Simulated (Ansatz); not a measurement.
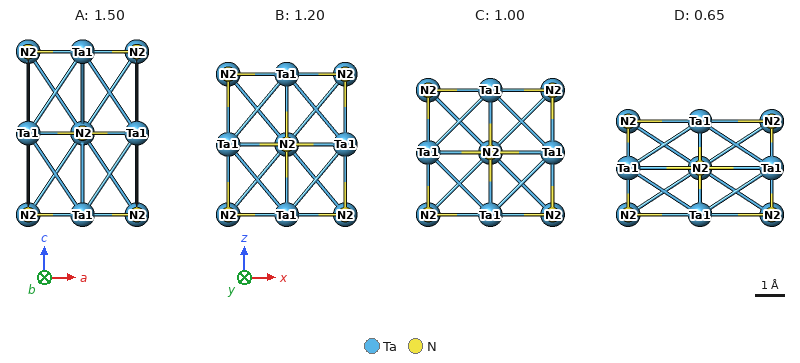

A crystal of TaN (Fm-3m): the ratio of the cell's length along z to its lengths across, counted as 1 for the reference, is changed at fixed volume (a tetragonal or Bain path), with the atoms kept at their fractional coordinates. x, y and z are the Cartesian axes of the input. Style: ball-and-stick. Shown: the conventional cell (4 times the calculation's cell), along the b axis. Lengths and directions refer to the drawn axes.

Level of theory: DFT PBEsol, scalar-relativistic, plane waves, PAW (Ansatz 0.2.0). Settings: plane-wave cutoff 420 eV; k-point mesh 20 × 20 × 20; occupations gaussian; smearing width 0.15 eV; no spin polarisation. Energies (free energies at the smearing named) are counted from the cell as listed in its source, which wasn't relaxed.

> Rank the frames from lowest to highest energy.

Lowest first: C (the relative ratio 1.00, 0 meV/atom), B (the relative ratio 1.20, 316 meV/atom), A (the relative ratio 1.50, 1424 meV/atom), D (the relative ratio 0.65, 4132 meV/atom). Over the whole scan: the lowest computed point lies at the relative ratio 1.00 (0 meV/atom). At the ends of the scan the energy is 4132 meV/atom (0.65) and 1424 meV/atom (1.50). The unrelaxed reference is under a pressure of 4.4 GPa. The distortion takes the space group from Fm-3m to I4/mmm. At the relative ratio 1.50 the cell of the drawing goes a 4.358 → 3.807 Å, b 4.358 → 3.807 Å, c 4.358 → 5.711 Å.
